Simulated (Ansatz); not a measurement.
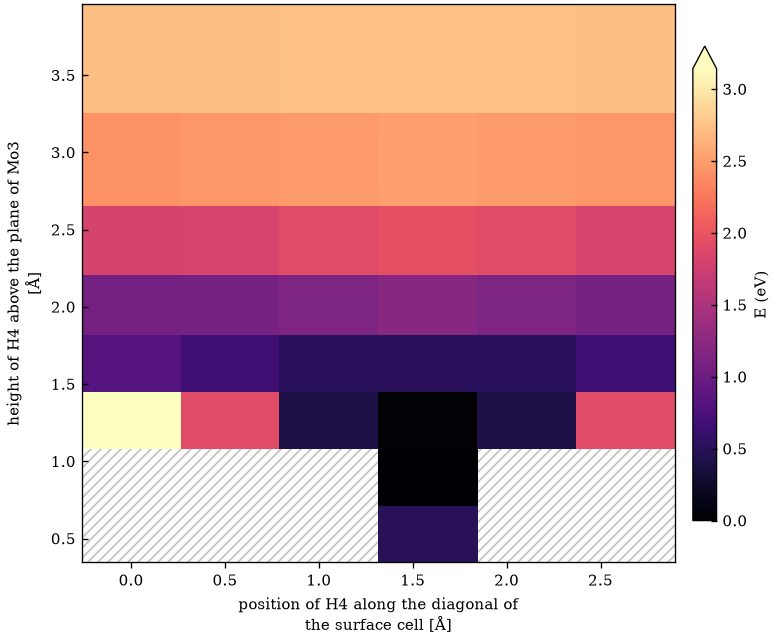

Energy landscape of H on a Mo(110) slab cut from the Im-3m phase, its upper half relaxed before the scan (3 atoms of substrate and one adsorbate in a 1 × 1 cell). H is moved along a line over the surface and along the normal, above a rigid substrate. The first coordinate is: position of H4 along the diagonal of the surface cell, from above Mo3; the second: height of H4 above the plane of Mo3. The grid has 6 × 8 points; 26 points were computed and 12 follow by symmetry. At 10 points there is no value (left out of the scan, as a rule where atoms come close). Points are written as (first, second). Energies are in eV, from the lowest grid point. Method: DFT PBE, scalar-relativistic, plane waves, PAW in Ansatz. Settings: cutoff 420 eV, k-mesh 10×10×1, gaussian smearing 0.1 eV, spin-polarised.

In the figure: one coloured cell a grid point, one colour for all values above the top of the scale, hatched blanks where no value was computed. 

> Describe this landscape.

The lowest grid point is at (1.58 Å, 0.90 Å) [nearest 2 Mo at 1.82 Å]. The highest grid point, (0.00 Å, 1.27 Å) [nearest 1 Mo at 1.27 Å], lies 3.14 eV above the lowest.

The values on the grid:

```
second ↓, first →  0.00  0.53  1.05  1.58  2.11  2.63
             3.61  2.72  2.72  2.73  2.73  2.73  2.72
             2.91  2.43  2.45  2.48  2.50  2.48  2.45
             2.41  1.81  1.84  1.90  1.94  1.90  1.84
             2.01  1.06  1.07  1.15  1.22  1.15  1.07
             1.64  0.82  0.67  0.51  0.51  0.51  0.67
             1.27  3.14  1.91  0.40  0.03  0.40  1.91
             0.90     –     –     –  0.00     –     –
             0.53     –     –     –  0.50     –     –
```

Each point was launched as `ansatz run input.yaml --threads 1 --pin off --max-ram 3072MiB --backend cpu --events-out ev --progress --plain --runs-dir out`. The whole map (26 points run) took 25 min on 1 thread of Arm Neoverse V1 (shared host).

PAW datasets: the set soft_1.
